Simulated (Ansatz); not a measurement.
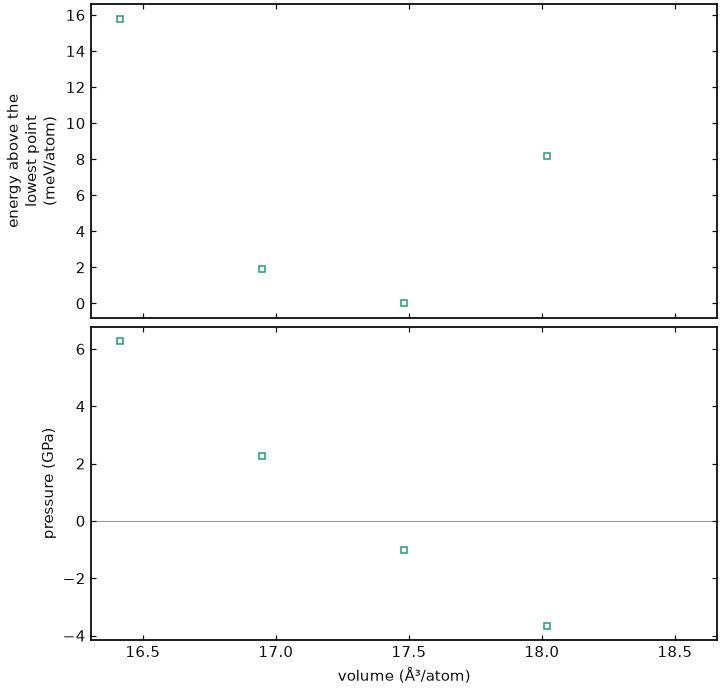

The figure shows the energy above the lowest point and pressure against volume for Ag, space group Fm-3m (No. 225) (one of a set of cubic test structures, which need not be the stable phase).

Calculation (Ansatz 0.2.0 development build): equation of state of a cubic crystal from periodic Kohn-Sham density functional theory without spin, third-order Birch-Murnaghan fit to the free energies; pressure corrected for the finite basis. Level: r2SCAN.

structure type fcc; atoms in cell 1; space group number 225; lattice centring face-centred primitive; k mesh 14×14×14; occupation method Fermi–Dirac; occupation width 0.1 eV; wave cutoff 260 eV; datasets all-electron datasets; density tolerance 1e−09 eV; bands 14; density cutoff ratio 7; nucleus point; search for lower states default.

The point at volume 18.55 Å³/atom is left out of the plot. What does the calculation give there?

```json
{"volume (Å³/atom)": "18.55", "energy above the lowest point (meV/atom)": "24.1", "pressure (GPa)": "-5.8"}
```

Limits of the calculation: modest k-mesh, values are not fully converged in k.
